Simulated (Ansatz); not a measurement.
**GaP: geometry relaxation (part 2 of 2)**

The same run, continued: GaP (F-43m, 2 atoms in the cell); DFT, PBE, plane waves, PAW, no spin polarisation (Ansatz 0.2.0); cutoff 240 eV, 8×8×8 k-mesh, Gaussian smearing of 0.02 eV. The structure derives from an entry of the Crystallography Open Database. The settings are looser than a standard set-up, so the numbers are not reference values.

Geometry of the input (Å; fractional positions):
```
0.0000  2.7252  2.7252
2.7252  0.0000  2.7252
2.7252  2.7252  0.0000
Ga 0.0000  0.0000  0.0000
P  0.2500  0.2500  0.2500
```

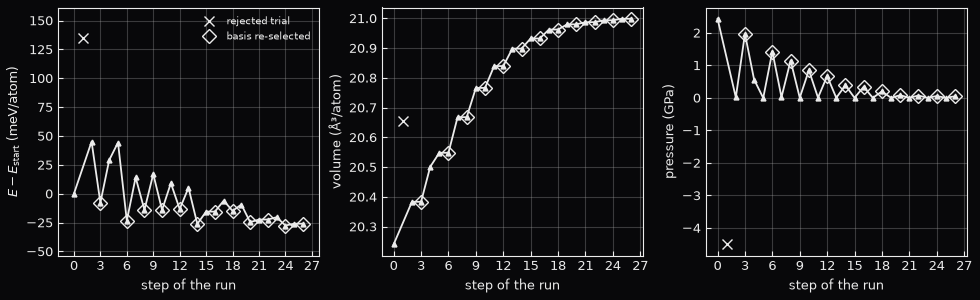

**Figure 1.** Progress of the relaxation, step by step (the first geometry is step 0 here and step 1 in the log).

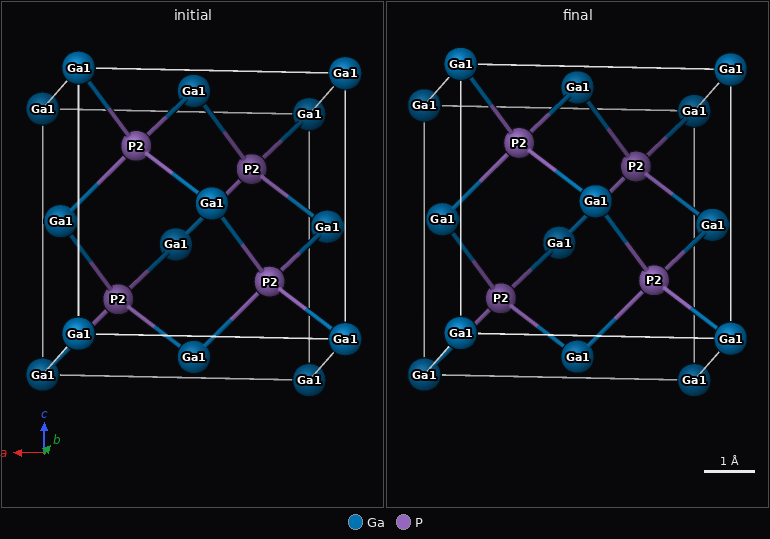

**Figure 2.** Before (left) and after (right) the relaxation, at one scale (ball-and-stick view of the cell 4 times as large as that of the calculation, set on its symmetry axes, seen at an oblique angle). The atoms keep their places relative to the cell (all moves are under 0.005 Å). The drawn cell changes as follows: a = b = c 5.450 → 5.518 Å (+1.2 %); the volume changes by +3.7 %. Among the contacts that change: Ga1–P2 2.360 → 2.389 Å. The space group stays F-43m (No. 216). The energy falls by 26.0 meV per atom in 14 geometry steps. All forces vanish by symmetry, so only the cell relaxes. Pressure: 2.43 GPa at the start and 0.05 GPa at the end. The line search rejected the trial step at point 1 (counted from 0) and went back. 11 further SCFs at an unchanged geometry re-selected the plane-wave basis for the new cell. The energy change given includes the shifts at the re-selections in mid-walk, which come without any move. A last SCF at the same geometry on a re-selected plane-wave basis shifts the energy by next to nothing (0.0 meV per atom). (Atoms are counted from 1 in the order of the input.)

```
basis re-selected at this cell: Δ(F+E_penalty+E_count) = -1.024e-9 eV, ΔP = +0.049 GPa vs the last step (what re-selecting the basis moved, of the pressure what is left beyond the Pulay correction that the steps carried, after the strain that the cell walked since its last selection, with what the two solves' SCF thresholds leave and, on support functions, any second-order correction that the steps lacked; it is no measure of the basis error at this ecutwfc). This SCF's stress stands 4.88e-2 GPa from its target on what of the cell is left free (relax.cell.stress_tol is 5.00e-2 GPa) and its largest allowed force component is 5.09e-17 eV/Å (relax.f_tol is 5.00e-3 eV/Å): within both
SCF converged after 4 iterations
Free energy (F): -4537.460981 eV
Harris-Foulkes:  -4537.460981 eV  (|F-HF|=9.09e-13)
Internal energy: -4537.460981 eV  (E = F + TS)
E sigma→0 (E₀):  -4537.460981 eV
Fermi energy:    7.392089 eV
--- Per-component energies (eV) ---
  E_band       = -79.063212
  E_kinetic    = 186.167564
  E_local      = -2233.230211  (includes V_loc(G=0)·N_el)
  E_nonlocal   = 480.151932
  E_hartree    = 1034.698898
  E_xc         = -129.873431
  E_vxc        = -117.816061  (∫ρ·V_xc dr)
  E_paw        = -2578.679120  (= ΣΔE_a)
  E_vpaw       = -463.692077  (= ΣTr[D̂ρ^β])
  E_aug_tail   = -0.042188  (compensation charges beyond the density's cutoff)
  E_ewald      = -1296.654425
  E_smearing   = -0.000000  (= −TS)
  E_closure    = 0.000000  (closes the sum)
  Σ components = -4537.460981   (vs F -4537.460981, Δ=0.00e0)
--- Forces (eV/Å), atoms counted from 1 ---
  atom   1  Ga     0.00000000     0.00000000    -0.00000000
  atom   2  P     -0.00000000     0.00000000     0.00000000
  max |Σ_I F_I| component: 4.16e-17 eV/Å
--- Stress (GPa, compression-positive) ---
        0.048801      -0.000000      -0.000000
       -0.000000       0.048801      -0.000000
       -0.000000       0.000000       0.048801
  P = ⅓ Tr σ = 0.0488 GPa (0.488 kbar)
--- Band table (eV; the first three rows and the last of 29) ---
  k-point 0: bands = ["-9.2072", "-9.2072", "-9.2072", "-9.0887", "-9.0887", "-5.5703", "6.6027", "6.6027", "6.6027", "8.1959", "10.5268", "10.5268", "10.5268"]
  k-point 1: bands = ["-9.2111", "-9.1842", "-9.1842", "-9.0910", "-9.0910", "-5.3814", "4.9886", "6.3885", "6.3885", "8.8920", "10.8647", "10.8647", "11.0281"]
  k-point 2: bands = ["-9.2247", "-9.2247", "-9.1759", "-9.1641", "-9.1641", "-4.8550", "2.8070", "5.9682", "5.9682", "8.6565", "11.3606", "11.3606", "12.7989"]
  k-point 28: bands = ["-9.2817", "-9.2520", "-9.2109", "-9.2082", "-9.1161", "-2.7378", "0.1867", "3.1918", "3.3568", "11.2767", "11.3374", "12.6461", "12.7988"]
--- Relaxed structure (15 steps of the walk, 14 accepted, 12 SCFs on fresh bases) ---
  F+E_penalty+E_count = -4537.46098138 eV   max|allowed force component| = 5.089e-17 eV/Å   (the final SCF, on the basis selected at the relaxed cell)
  cell:  # Å, volume = 41.9970 Å³
    - [-1.3949723565435215e-33, 2.758858153179447, 2.758858153179447]
    - [2.758858153179447, 6.980602553797782e-33, 2.758858153179447]
    - [2.758858153179447, 2.758858153179447, 8.286291637227275e-33]
  atoms:
    - { symbol: Ga, position: [8.980959438554679e-34, 3.1506972456568766e-34, 1.5459028541774437e-33] }
    - { symbol: P, position: [0.25, 0.25, 0.25] }
```

**Trajectory as extended XYZ (Å, eV, eV/Å), 27 frames, from step=1 to step=27**
```
2
Lattice="0.0000 2.7252 2.7252 2.7252 0.0000 2.7252 2.7252 2.7252 0.0000" Properties=species:S:1:pos:R:3:forces:R:3 step=1 energy=-4537.40897 pressure_GPa=2.43
Ga    0.0000    0.0000    0.0000    0.0000   0.0000   0.0000
P     1.3626    1.3626    1.3626    0.0000   0.0000   0.0000
2
Lattice="0.0000 2.7437 2.7437 2.7437 0.0000 2.7437 2.7437 2.7437 0.0000" Properties=species:S:1:pos:R:3:forces:R:3 step=2 energy=-4537.13851 pressure_GPa=-4.50 accepted=F
Ga    0.0000    0.0000    0.0000    0.0000   0.0000   0.0000
P     1.3718    1.3718    1.3718    0.0000   0.0000   0.0000
2
Lattice="0.0000 2.7316 2.7316 2.7316 0.0000 2.7316 2.7316 2.7316 0.0000" Properties=species:S:1:pos:R:3:forces:R:3 step=3 energy=-4537.31883 pressure_GPa=0.01
Ga    0.0000    0.0000    0.0000    0.0000   0.0000   0.0000
P     1.3658    1.3658    1.3658    0.0000   0.0000   0.0000
2
Lattice="0.0000 2.7316 2.7316 2.7316 0.0000 2.7316 2.7316 2.7316 0.0000" Properties=species:S:1:pos:R:3:forces:R:3 step=4 energy=-4537.42468 pressure_GPa=1.97
Ga    0.0000    0.0000    0.0000    0.0000   0.0000   0.0000
P     1.3658    1.3658    1.3658    0.0000   0.0000   0.0000
2
Lattice="0.0000 2.7369 2.7369 2.7369 0.0000 2.7369 2.7369 2.7369 0.0000" Properties=species:S:1:pos:R:3:forces:R:3 step=5 energy=-4537.35080 pressure_GPa=0.56
Ga    0.0000    0.0000    0.0000    0.0000   0.0000   0.0000
P     1.3684    1.3684    1.3684    0.0000   0.0000   0.0000
2
Lattice="0.0000 2.7390 2.7390 2.7390 0.0000 2.7390 2.7390 2.7390 0.0000" Properties=species:S:1:pos:R:3:forces:R:3 step=6 energy=-4537.32040 pressure_GPa=-0.00
Ga    0.0000    0.0000    0.0000    0.0000   0.0000   0.0000
P     1.3695    1.3695    1.3695    0.0000   0.0000   0.0000
2
Lattice="0.0000 2.7390 2.7390 2.7390 0.0000 2.7390 2.7390 2.7390 0.0000" Properties=species:S:1:pos:R:3:forces:R:3 step=7 energy=-4537.45564 pressure_GPa=1.42
Ga    0.0000    0.0000    0.0000    0.0000   0.0000   0.0000
P     1.3695    1.3695    1.3695    0.0000   0.0000   0.0000
2
Lattice="0.0000 2.7443 2.7443 2.7443 0.0000 2.7443 2.7443 2.7443 0.0000" Properties=species:S:1:pos:R:3:forces:R:3 step=8 energy=-4537.38074 pressure_GPa=0.02
Ga    0.0000    0.0000    0.0000    0.0000   0.0000   0.0000
P     1.3721    1.3721    1.3721    0.0000   0.0000   0.0000
2
Lattice="0.0000 2.7443 2.7443 2.7443 0.0000 2.7443 2.7443 2.7443 0.0000" Properties=species:S:1:pos:R:3:forces:R:3 step=9 energy=-4537.43707 pressure_GPa=1.14
Ga    0.0000    0.0000    0.0000    0.0000   0.0000   0.0000
P     1.3721    1.3721    1.3721    0.0000   0.0000   0.0000
2
Lattice="0.0000 2.7486 2.7486 2.7486 0.0000 2.7486 2.7486 2.7486 0.0000" Properties=species:S:1:pos:R:3:forces:R:3 step=10 energy=-4537.37501 pressure_GPa=0.00
Ga    0.0000    0.0000    0.0000    0.0000   0.0000   0.0000
P     1.3743    1.3743    1.3743    0.0000   0.0000   0.0000
2
Lattice="0.0000 2.7486 2.7486 2.7486 0.0000 2.7486 2.7486 2.7486 0.0000" Properties=species:S:1:pos:R:3:forces:R:3 step=11 energy=-4537.43708 pressure_GPa=0.85
Ga    0.0000    0.0000    0.0000    0.0000   0.0000   0.0000
P     1.3743    1.3743    1.3743    0.0000   0.0000   0.0000
2
Lattice="0.0000 2.7519 2.7519 2.7519 0.0000 2.7519 2.7519 2.7519 0.0000" Properties=species:S:1:pos:R:3:forces:R:3 step=12 energy=-4537.39072 pressure_GPa=0.01
Ga    0.0000    0.0000    0.0000    0.0000   0.0000   0.0000
P     1.3759    1.3759    1.3759    0.0000   0.0000   0.0000
2
Lattice="0.0000 2.7519 2.7519 2.7519 0.0000 2.7519 2.7519 2.7519 0.0000" Properties=species:S:1:pos:R:3:forces:R:3 step=13 energy=-4537.43566 pressure_GPa=0.67
Ga    0.0000    0.0000    0.0000    0.0000   0.0000   0.0000
P     1.3759    1.3759    1.3759    0.0000   0.0000   0.0000
2
Lattice="0.0000 2.7545 2.7545 2.7545 0.0000 2.7545 2.7545 2.7545 0.0000" Properties=species:S:1:pos:R:3:forces:R:3 step=14 energy=-4537.39863 pressure_GPa=0.00
Ga    0.0000    0.0000    0.0000    0.0000   0.0000   0.0000
P     1.3772    1.3772    1.3772    0.0000   0.0000   0.0000
2
Lattice="0.0000 2.7545 2.7545 2.7545 0.0000 2.7545 2.7545 2.7545 0.0000" Properties=species:S:1:pos:R:3:forces:R:3 step=15 energy=-4537.46130 pressure_GPa=0.39
Ga    0.0000    0.0000    0.0000    0.0000   0.0000   0.0000
P     1.3772    1.3772    1.3772    0.0000   0.0000   0.0000
2
Lattice="0.0000 2.7560 2.7560 2.7560 0.0000 2.7560 2.7560 2.7560 0.0000" Properties=species:S:1:pos:R:3:forces:R:3 step=16 energy=-4537.44003 pressure_GPa=0.00
Ga    0.0000    0.0000    0.0000    0.0000   0.0000   0.0000
P     1.3780    1.3780    1.3780    0.0000   0.0000   0.0000
2
Lattice="0.0000 2.7560 2.7560 2.7560 0.0000 2.7560 2.7560 2.7560 0.0000" Properties=species:S:1:pos:R:3:forces:R:3 step=17 energy=-4537.44003 pressure_GPa=0.34
Ga    0.0000    0.0000    0.0000    0.0000   0.0000   0.0000
P     1.3780    1.3780    1.3780    0.0000   0.0000   0.0000
2
Lattice="0.0000 2.7573 2.7573 2.7573 0.0000 2.7573 2.7573 2.7573 0.0000" Properties=species:S:1:pos:R:3:forces:R:3 step=18 energy=-4537.42106 pressure_GPa=-0.00
Ga    0.0000    0.0000    0.0000    0.0000   0.0000   0.0000
P     1.3786    1.3786    1.3786    0.0000   0.0000   0.0000
2
Lattice="0.0000 2.7573 2.7573 2.7573 0.0000 2.7573 2.7573 2.7573 0.0000" Properties=species:S:1:pos:R:3:forces:R:3 step=19 energy=-4537.43878 pressure_GPa=0.20
Ga    0.0000    0.0000    0.0000    0.0000   0.0000   0.0000
P     1.3786    1.3786    1.3786    0.0000   0.0000   0.0000
2
Lattice="0.0000 2.7580 2.7580 2.7580 0.0000 2.7580 2.7580 2.7580 0.0000" Properties=species:S:1:pos:R:3:forces:R:3 step=20 energy=-4537.42776 pressure_GPa=0.00
Ga    0.0000    0.0000    0.0000    0.0000   0.0000   0.0000
P     1.3790    1.3790    1.3790    0.0000   0.0000   0.0000
2
Lattice="0.0000 2.7580 2.7580 2.7580 0.0000 2.7580 2.7580 2.7580 0.0000" Properties=species:S:1:pos:R:3:forces:R:3 step=21 energy=-4537.45831 pressure_GPa=0.08
Ga    0.0000    0.0000    0.0000    0.0000   0.0000   0.0000
P     1.3790    1.3790    1.3790    0.0000   0.0000   0.0000
2
Lattice="0.0000 2.7584 2.7584 2.7584 0.0000 2.7584 2.7584 2.7584 0.0000" Properties=species:S:1:pos:R:3:forces:R:3 step=22 energy=-4537.45376 pressure_GPa=0.00
Ga    0.0000    0.0000    0.0000    0.0000   0.0000   0.0000
P     1.3792    1.3792    1.3792    0.0000   0.0000   0.0000
2
Lattice="0.0000 2.7584 2.7584 2.7584 0.0000 2.7584 2.7584 2.7584 0.0000" Properties=species:S:1:pos:R:3:forces:R:3 step=23 energy=-4537.45376 pressure_GPa=0.07
Ga    0.0000    0.0000    0.0000    0.0000   0.0000   0.0000
P     1.3792    1.3792    1.3792    0.0000   0.0000   0.0000
2
Lattice="0.0000 2.7586 2.7586 2.7586 0.0000 2.7586 2.7586 2.7586 0.0000" Properties=species:S:1:pos:R:3:forces:R:3 step=24 energy=-4537.44976 pressure_GPa=-0.00
Ga    0.0000    0.0000    0.0000    0.0000   0.0000   0.0000
P     1.3793    1.3793    1.3793    0.0000   0.0000   0.0000
2
Lattice="0.0000 2.7586 2.7586 2.7586 0.0000 2.7586 2.7586 2.7586 0.0000" Properties=species:S:1:pos:R:3:forces:R:3 step=25 energy=-4537.46410 pressure_GPa=0.06
Ga    0.0000    0.0000    0.0000    0.0000   0.0000   0.0000
P     1.3793    1.3793    1.3793    0.0000   0.0000   0.0000
2
Lattice="0.0000 2.7589 2.7589 2.7589 0.0000 2.7589 2.7589 2.7589 0.0000" Properties=species:S:1:pos:R:3:forces:R:3 step=26 energy=-4537.46098 pressure_GPa=-0.00
Ga    0.0000    0.0000    0.0000    0.0000   0.0000   0.0000
P     1.3794    1.3794    1.3794    0.0000   0.0000   0.0000
2
Lattice="0.0000 2.7589 2.7589 2.7589 0.0000 2.7589 2.7589 2.7589 0.0000" Properties=species:S:1:pos:R:3:forces:R:3 step=27 energy=-4537.46098 pressure_GPa=0.05
Ga    0.0000    0.0000    0.0000    0.0000   0.0000   0.0000
P     1.3794    1.3794    1.3794    0.0000   0.0000   0.0000
```

**Results in brief**

- outcome: converged
- space group (tolerance 0.01 Å): F-43m (216)
- electrons treated: 18
- free energy: −4537.4610 eV
- Fermi energy: 7.392 eV
- gap on the k-point mesh: 1.58 eV
- pressure: 0.05 GPa
- final volume: 42.00 Å³
- largest force (length of the vector) at the end: under 0.001 eV/Å
- final cell: a = 3.902 Å, b = 3.902 Å, c = 3.902 Å, α = 60.00°, β = 60.00°, γ = 60.00°
- wall time: 31 s
- peak memory: 0.28 GiB

These settings are looser than, or depart from, a standard set-up, so the numbers are not reference values for this system. Warnings of the run: the cutoff is below the recommended one.
